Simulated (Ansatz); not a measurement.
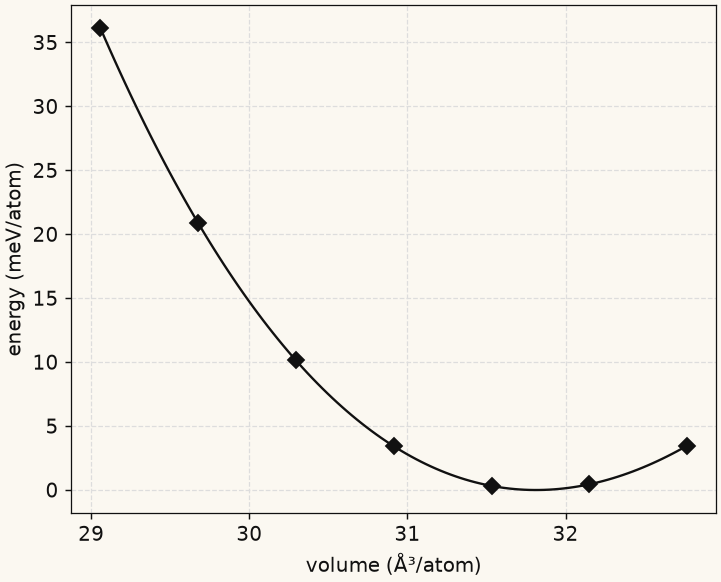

The picture above shows the energy against volume for Pb, space group P6_3/mmc (No. 194).

The given structure:
```
CELL_PARAMETERS angstrom
3.52437 0.00000 0.00000
-1.76218 3.05219 0.00000
0.00000 0.00000 11.49524
ATOMIC_POSITIONS crystal
Pb 0.66667 0.33333 0.75000
Pb 0.00000 0.00000 0.50000
Pb 0.33333 0.66667 0.25000
Pb 0.00000 0.00000 0.00000
```

Method: plane-wave DFT, no spin polarisation; energies at scaled volumes of the given cell, shape and fractions fixed, counted from the fit's minimum, third-order Birch-Murnaghan fit (Ansatz 0.2.0). Level: PBE.

k mesh 9×9×3; occupations Fermi–Dirac; smearing width 0.05 eV; potentials Ansatz PAW; wave cutoff 420 eV; density cutoff 1680 eV.

From this curve and the settings, what does the calculation give for the pressure at the same points?

The pressure falls from 4.58 GPa at volume 29.06 Å³/atom to −1.13 GPa at 32.77 Å³/atom, and changes sign near 31.82 Å³/atom.

```json
{"volume (Å³/atom)": "29.06", "pressure (GPa)": "4.58"}
{"volume (Å³/atom)": "29.68", "pressure (GPa)": "3.34"}
{"volume (Å³/atom)": "30.30", "pressure (GPa)": "2.24"}
{"volume (Å³/atom)": "30.91", "pressure (GPa)": "1.25"}
{"volume (Å³/atom)": "31.53", "pressure (GPa)": "0.37"}
{"volume (Å³/atom)": "32.15", "pressure (GPa)": "-0.42"}
{"volume (Å³/atom)": "32.77", "pressure (GPa)": "-1.13"}
```

Limits of the calculation: spin-orbit coupling left out, heavy elements; shape and atomic fractions are frozen while scaling, which makes layered, chain and framework solids too stiff.
